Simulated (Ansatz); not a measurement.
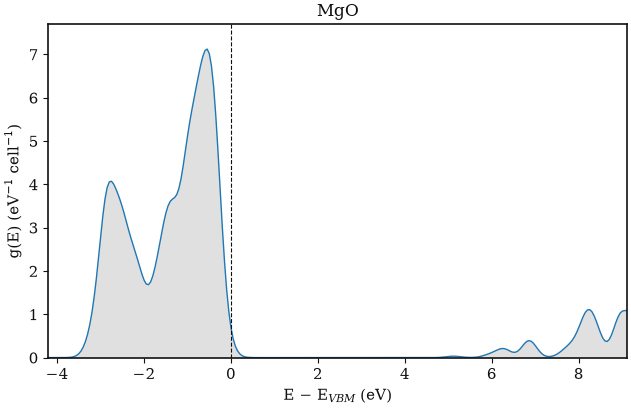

Density of states. Energies are counted from the top of the valence band. The curve is built from the levels of the k mesh with Gaussians 0.4 eV wide, which also blur the band edges.

System: MgO, space group P6_3mc, 4 atoms in the cell, wurtzite type, uniaxial (z) strain +2.0%.

Ansatz 0.2.0; DFT, HSE06, plane waves, PAW, no spin polarisation, 6×6×4 k mesh, 420 eV cutoff.

Metal or insulator, going by the density of states?

Answer. There is a gap; over the k points computed it is 5.12 eV (direct among those points).

How wide is the upper valence band?

Answer. The upper group of valence states starts about 3.3 eV under the valence-band top, with a gap beneath it; it holds about 12 electrons a cell.

Where is the tallest peak of the filled states in the window?

Answer. Within the window shown, the tallest peak of the filled states lies 0.5 eV under the valence-band top, at about 7.1 states per eV and cell.
